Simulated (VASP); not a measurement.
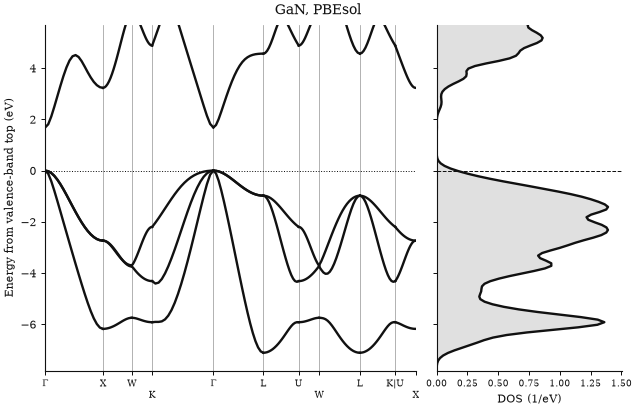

Band structure and density of states. Energies are counted from the top of the valence band. The DOS curve is built from the levels of the k mesh with Gaussians 0.55 eV wide, which also blur the band edges; ripples of that width can come from the mesh.

Question: What lattice type does the k path imply?

Answer: A face-centred cubic lattice: the path Γ–X–W–K–Γ–L–U–W–L–K|U–X runs through the special points of its Brillouin zone.

System: zincblende GaN, space group F-43m (No. 216), 2 atoms in the primitive cell; cubic a = 4.507 Å.

Computed with VASP: PBEsol, VASP PAW PBE potentials, release 64 (Ga_d, N), no spin polarisation, no spin-orbit coupling, 10×10×10 k mesh, 520 eV cutoff, Gaussian smearing of 0.02 eV.

Question: What does the band structure say about the gap?

Answer: The bands leave a gap. The gap along this path is 1.69 eV and direct: both edges lie at Γ.

Question: What are the direct gaps at Γ, K and X?

Answer: The direct gaps are 1.69 eV at Γ, 7.08 eV at K and 5.96 eV at X.

Question: How many bands meet at the valence-band top?

Answer: Three bands meet at the valence-band top at Γ: it is triply degenerate (spin aside).

The PAW data sets were made with another functional. LDA, GGA and most meta-GGA functionals understate gaps. The usual form of GaN is wurtzite.
